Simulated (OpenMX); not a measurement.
# Sn: 7 runs along one coordinate

System: Sn (I4₁/amd, 2 atoms in the cell).
Method: Kohn-Sham DFT of a periodic cell, PBE, OpenMX 2013 PBE set, no spin polarisation (OpenMX 3.8.5).

The 7 runs differ only in the geometry, by an even scaling of the cell at fixed fractional positions. The structure derives from a Materials Project entry.

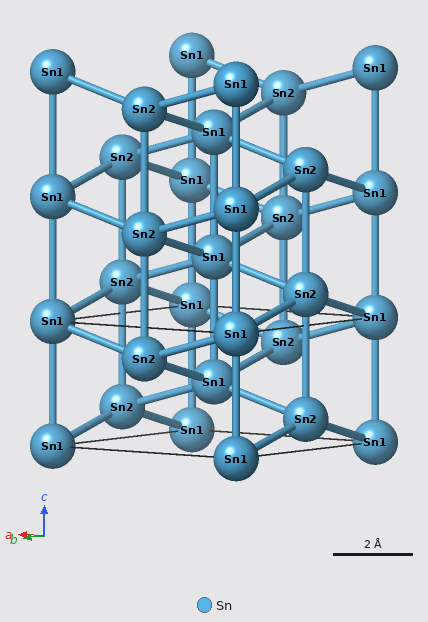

Figure 1. The structure of run 4 (ball-and-stick view of the cell 2 times as large as that of the calculation, set on its symmetry axes, repeated 1 × 1 × 3, seen at an oblique angle; atoms are numbered from 1 in the order of the input).

## Input of run 4
```
System.CurrrentDirectory             ./
System.Name                          Sn
DATA.PATH                            ./DFT_DATA13
level.of.stdout                      1
level.of.fileout                     0
Species.Number                       1
<Definition.of.Atomic.Species
  Sn  Sn7.0-s3p2d2f1         Sn_PBE13
Definition.of.Atomic.Species>

Atoms.Number                         2
Atoms.SpeciesAndCoordinates.Unit     FRAC
<Atoms.SpeciesAndCoordinates
    1  Sn    0.0000000000    0.0000000000    0.0000000000   7.000  7.000
    2  Sn    0.7500000000    0.2500000000    0.5000000000   7.000  7.000
Atoms.SpeciesAndCoordinates>

Atoms.UnitVectors.Unit               Ang
<Atoms.UnitVectors
    -2.9401404553    2.9401404553    1.5993019889
     2.9401404553   -2.9401404553    1.5993019889
     2.9401404553    2.9401404553   -1.5993019889
Atoms.UnitVectors>

scf.XcType                           GGA-PBE
scf.SpinPolarization                 off
scf.ElectronicTemperature            580.226
scf.energycutoff                     500.0
scf.maxIter                          100
scf.EigenvalueSolver                 band
scf.Kgrid                            9 9 9
scf.Mixing.Type                      rmm-diisk
scf.Init.Mixing.Weight               0.05
scf.Min.Mixing.Weight                0.001
scf.Max.Mixing.Weight                0.3
scf.Mixing.History                   25
scf.Mixing.StartPulay                8
scf.criterion                        1.0e-8
scf.stress.tensor                    on
MD.Type                              nomd
Band.dispersion                      on
Band.Nkpath                          9
<Band.kpath
   12   0.000000  0.000000  0.000000    0.000000  0.000000  0.500000  G X
   12   0.000000  0.000000  0.500000   -0.500000  0.500000  0.500000  X M
   17  -0.500000  0.500000  0.500000    0.000000  0.000000  0.000000  M G
   20   0.000000  0.000000  0.000000    0.323972  0.323972 -0.323972  G Z
   13   0.323972  0.323972 -0.323972    0.250000  0.250000  0.250000  Z P
    9   0.250000  0.250000  0.250000    0.000000  0.500000  0.000000  P N
   10   0.000000  0.500000  0.000000   -0.323972  0.676028  0.323972  N Z1
   11  -0.323972  0.676028  0.323972   -0.500000  0.500000  0.500000  Z1 M
   16   0.000000  0.000000  0.500000    0.250000  0.250000  0.250000  X P
Band.kpath>
```

Command:
```bash
openmx Sn.dat -nt 1 > Sn.std
```

Run 5 has the same physical settings and fractional positions; its lattice vectors (Å) are:
```
  -2.959612    2.959612    1.609894
   2.959612   -2.959612    1.609894
   2.959612    2.959612   -1.609894
```

## Results, with one run withheld

```tsv
run	volume per atom (Å³)	free energy per atom, from the lowest run given (meV)
1	25.991	22.69
2	26.544	12.51
3	27.097	4.49
4	27.650	0.00
5	28.203	?
6	28.756	9.61
7	29.309	27.24
```

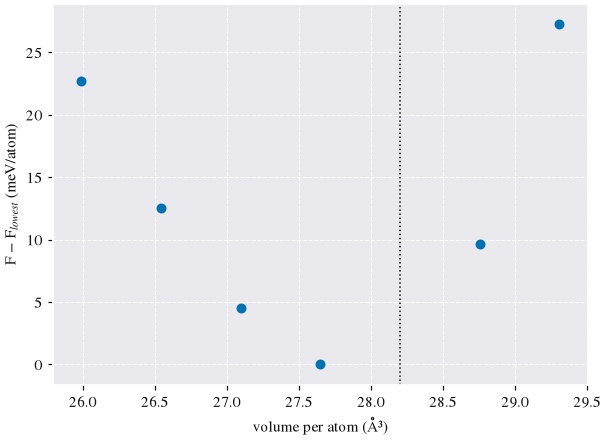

Figure 2. Free energy per atom of the runs given; the dotted line marks run 5.

Fit the runs given and predict run 5.

A cubic polynomial in V^(−2/3) (the Birch–Murnaghan form), fitted to the 6 runs given, misses them by at most 0.27 meV per atom. With x = V^(−2/3) − 0.10972 Å⁻², it reads F = 0.47258 + 2237.6 x + 1.2308e+06 x² − 1.2523e+08 x³ (meV per atom). At run 5 it gives 1.13 meV per atom, and the run itself gives 1.08. The fit has its minimum at 27.822 Å³ per atom, where V d²F/dV² gives 93.2 GPa. Cell shape and fractional positions are held, so this is the stiffness under even scaling; the relaxed bulk modulus wasn't computed.

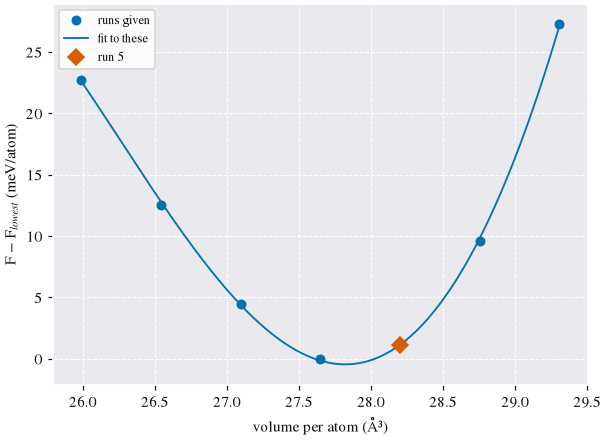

Figure 3. The fit and the withheld run.

## Some lines of the output (run 5)
```
[...]
  Cell_Volume =    380.647781944667 (Bohr^3)
        Total energy (Hartree) at MD = 1
   kloop=0
   kloop=1
   kloop=364
```

Notes: With a small basis of atomic orbitals these values can differ much from converged plane-wave results.
